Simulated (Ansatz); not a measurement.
**Mo₆Se₁₃ (charge +1): geometry relaxation (part 5 of 5)**

Continued. System: Mo₆Se₁₃ (defect cell, 38 atoms in the cell, total charge +1). Method: DFT PBE, scalar-relativistic, plane waves, PAW, spin-polarised (Ansatz 0.2.0); cutoff 420 eV, 2×2×2 k-mesh, Gaussian smearing of 0.01 eV, collinear spins. The structure derives from a Materials Project entry. It belongs to a series of runs on one base structure; here: Mo vacancy (site a), charge +1, atoms relaxed at the host's cell.

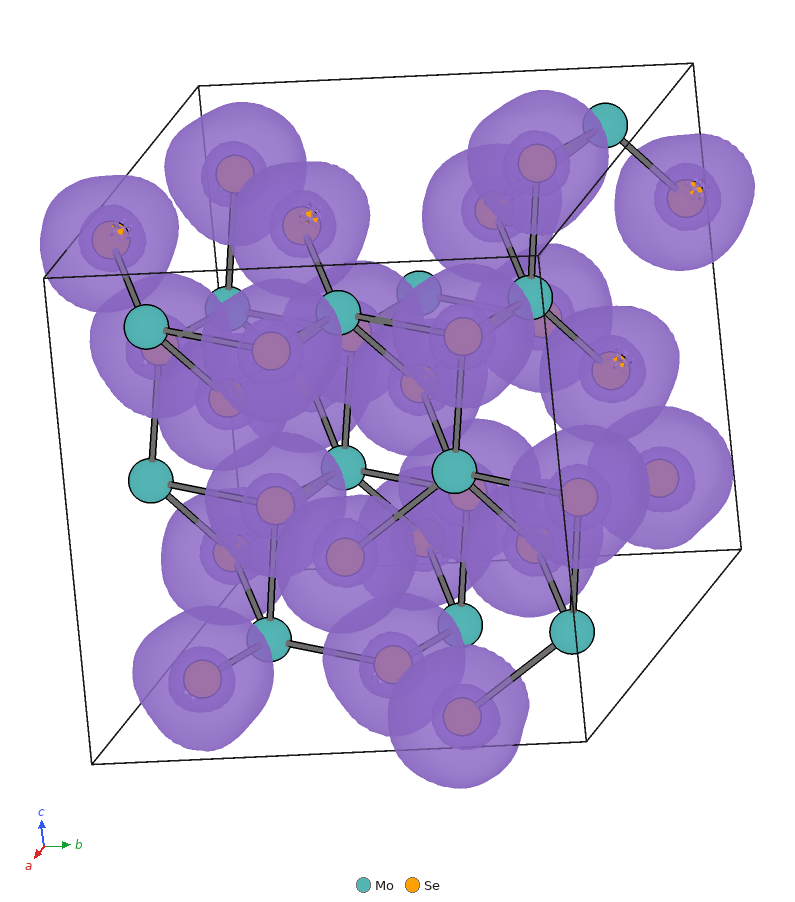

*Isosurface of the ELF at 0.65 (purple), seen slightly off an axis. Core shells and regions of very low density are left out. Sticks mark near contacts. The outline is the calculation cell.*

Values along the shortest contacts: Mo–Se (2.52 Å): the ELF is about 0.50 at the midpoint. The fields are those of the smooth PAW valence density.

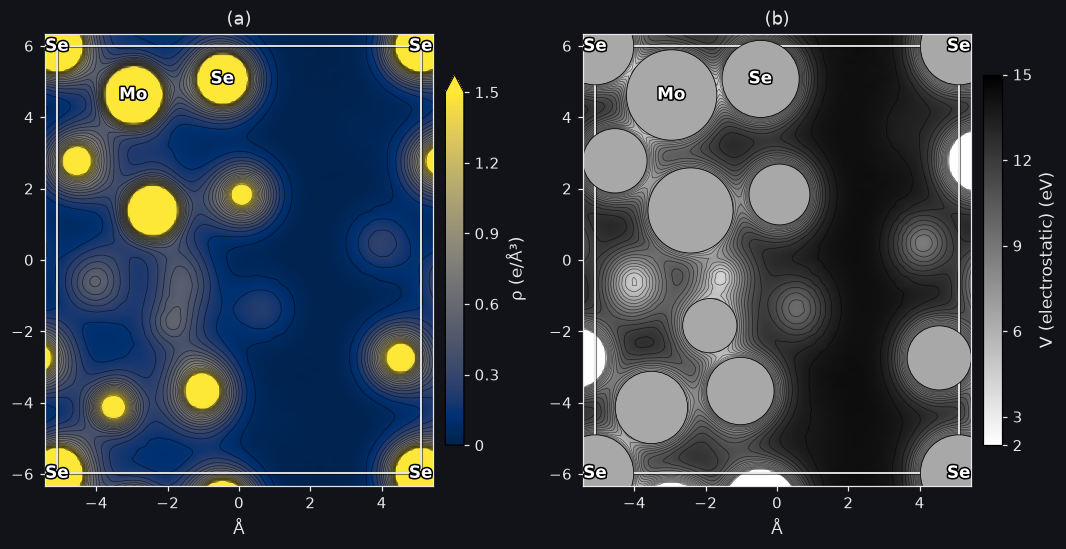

*(a) valence charge density (pseudo); (b) electrostatic potential energy of an electron on the (101) plane of the calculation cell. Grey discs, where drawn, cover atomic cores.*

Mo–Se (2.54 Å): ρ is about 0.52 e/Å³ halfway. The density dies away to nearly zero in the voids. Outside the cores the potential energy rises away from the atoms and is highest about 2.4 Å from the nearest atoms; outside the discs it spans about 12 eV, and its zero is arbitrary.

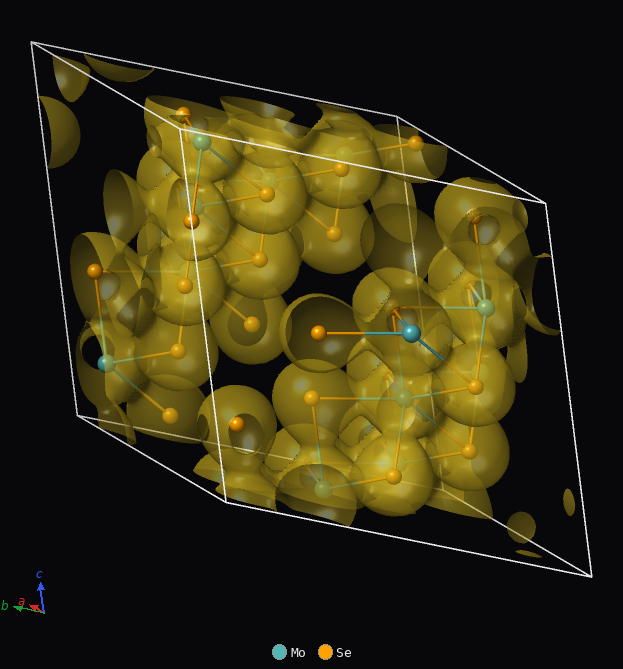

*Isosurface of the valence pseudo-density at 0.4 e/Å³ (yellow), seen at an oblique angle. Sticks mark near contacts. The outline is the calculation cell.*

At this value the density is joined into sheets; it holds about 85 % of the electrons treated as valence (semicore included). On the grid the lowest density along these lines, outside the cores, is 0.55 e/Å³ (Mo–Se, 2.52 Å).

**Summary**

```tsv
quantity	value
outcome	converged
electrons treated	583
free energy	−201698.4159 eV
Fermi energy	9.249 eV
gap on the k-point mesh	none (metallic)
net moment of the cell	1.50 μB
integrated absolute moment	1.64 μB
final volume	930.72 Å³
largest force (length of the vector) at the end	0.008 eV/Å
wall time	4.1 min (CPU time 16 min)
peak memory	5.7 GiB
```

**Remarks**

The cell is charged and computed with a neutralising background, so its energy and pressure depend on the cell and aren't those of a real crystal.
